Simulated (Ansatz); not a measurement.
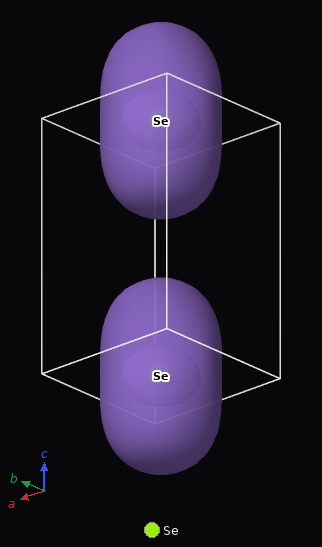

Figure. Se. Isosurface of the electron localisation function at 0.65 (purple), seen at an oblique angle. Only the valence region is drawn (cores and ρ < 0.01 e/Å³ removed).

Space group P4/mmm; a structure generated by program, which may or may not match a known phase.

These are results of DFT PBE, scalar-relativistic, plane waves, PAW in Ansatz, not measurements.

In a PAW calculation such maps are meaningful between the atoms, not at the nuclei.

Identify the bonds, lone pairs and shells in this picture.

Answer. The surface consists of one region wrapped around Se (its valence shell), counted in one cell of 1 atoms. Regions shared between cells count once. Along the contacts the grid gives the following. Se–Se (2.63 Å): the ELF is about 0.50 at the midpoint.
